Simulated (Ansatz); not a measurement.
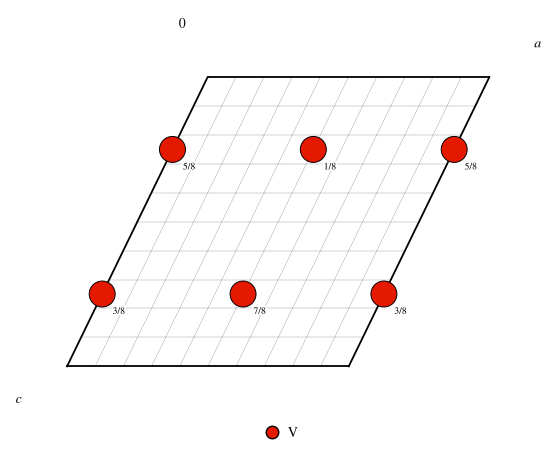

Plan of a unit cell projected along b (c down the page, a across); the numbers are heights as fractions of b, and atoms on the cell's edges are repeated. The grid marks tenths of c and a. Source: the input geometry of an electronic-structure calculation (not necessarily at equilibrium); the starting structure was generated, so it need not be a known form of this composition. Symmetry computed with spglib at a tolerance of 0.002 Å; standard conventional cell.

a = 2.460 Å, b = 9.047 Å, c = 2.808 Å, α = 90.00°, β = 115.92°, γ = 90.00°.

> What does the cell contain?

4 V: V, Z = 4.

> Give the fractional coordinates of all atoms, to two places.

| atom | x | y | z |
| --- | --- | --- | --- |
| V | 0.50 | 0.88 | 0.75 |
| V | 0.50 | 0.12 | 0.25 |
| V | 0.00 | 0.38 | 0.75 |
| V | 0.00 | 0.62 | 0.25 |
